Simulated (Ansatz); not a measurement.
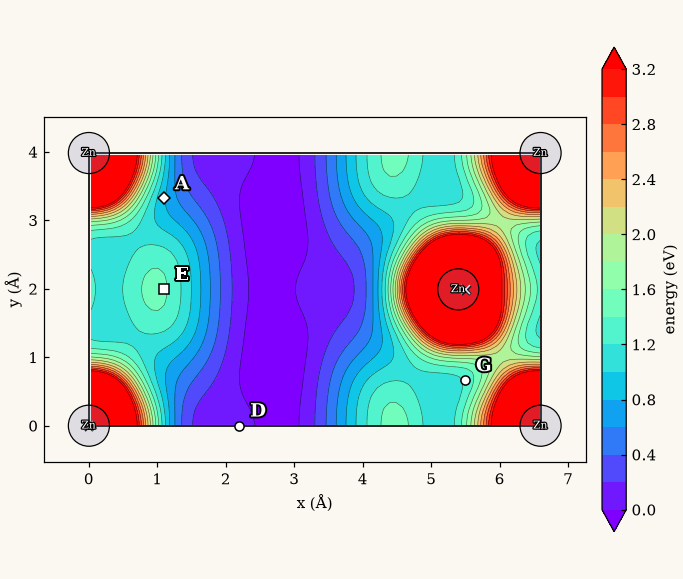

ZnSe (P4/nmm phase) with one H guest (9 atoms in the cell, cell charge +1). A guest moved over a lattice plane through the rigid host; the plane is (1 0 1) of the conventional cell, half-way across the widest gap between atomic layers, origin above Zn3. Places are given modulo a cell vector. The map is drawn in real space over the plane of the scan. Nothing is relaxed (host rigid, guest held in the plane). Grid: 6 × 6 points; 22 points were computed and 12 follow by symmetry. At 2 points there is no value (left out of the scan, as a rule where atoms come close). Energies are in eV per cell, from the lowest grid point. The band gap closes in part of the range. The cell is charged on a uniform background, without a charge correction. Level of theory: Ansatz 0.2.0, DFT LDA, scalar-relativistic, plane waves, PAW. Settings: cutoff 420 eV, k-mesh 6×6×6, gaussian smearing 0.05 eV, no spin polarisation.

The picture shows filled contours, crosses at grid points without a value, labelled circles for the fixed atoms within 1 Å of the plane, the outline of one cell of the plane, one colour for all values above the top of the scale, lettered points. Between grid points the surface is interpolated.

### Is A the lowest point of the computed grid?

No. A lies 0.82 eV above the lowest grid point, which is at (2/6, 1/6) of the cell vectors [nearest 1 Se at 1.64 Å].

### Rank the lettered points by energy, lowest first.

D (0.07 eV), A (0.82 eV), G (1.24 eV), E (1.43 eV).

PAW datasets: the set soft_1.
